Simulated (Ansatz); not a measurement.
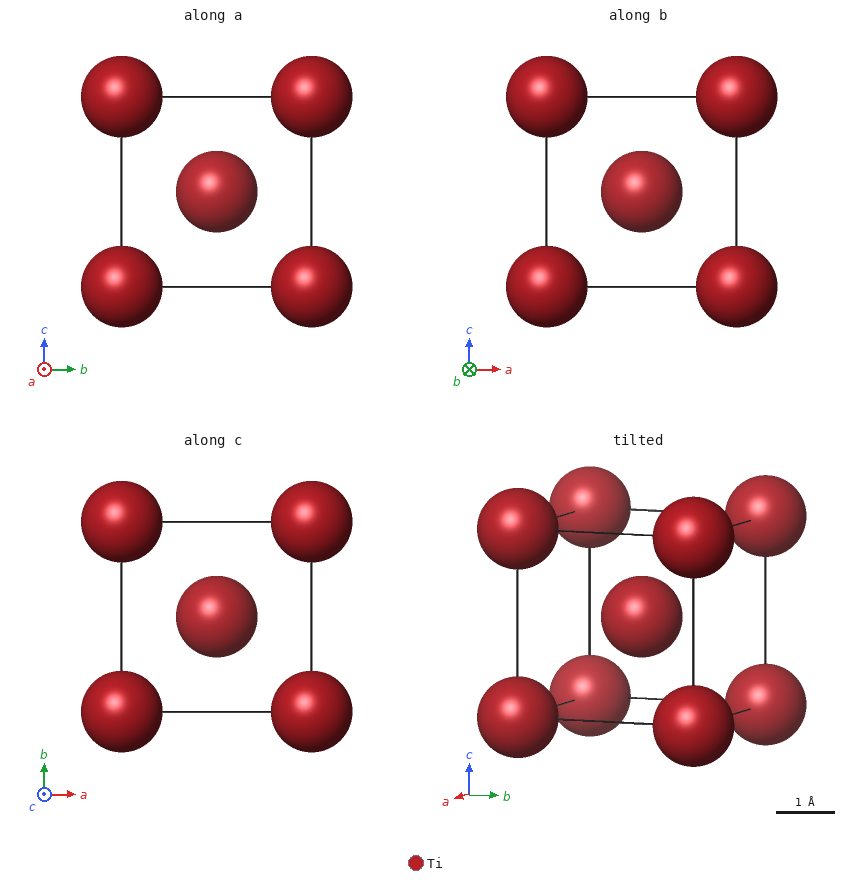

Spheres-only drawing of the structure, looking along the a axis, along the b axis, along the c axis and slightly off an axis. Thin lines show the conventional unit cell, with boundary atoms drawn in all their periodic places.

Lattice parameters: a = 3.2806 Å, b = 3.2806 Å, c = 3.2806 Å, α = 90.000°, β = 90.000°, γ = 90.000°.

### Write down what is shown as a CIF with its space group and independent sites.

```cif
data_structure
_symmetry_space_group_name_H-M 'I m -3 m'
_symmetry_Int_Tables_number 229
_cell_length_a 3.2806
_cell_length_b 3.2806
_cell_length_c 3.2806
_cell_angle_alpha 90.000
_cell_angle_beta 90.000
_cell_angle_gamma 90.000
_cell_volume 35.31
loop_
_atom_site_label
_atom_site_type_symbol
_atom_site_symmetry_multiplicity
_atom_site_Wyckoff_symbol
_atom_site_fract_x
_atom_site_fract_y
_atom_site_fract_z
_atom_site_occupancy
Ti1 Ti 2 a 0.0000 0.0000 0.0000 1
```

The structure was taken from a structure type filled with this element by a generator (whether the element takes this form wasn't checked). Earlier steps of the study may have refined or changed the cell and positions. Ansatz was used for an electronic-structure calculation on it.
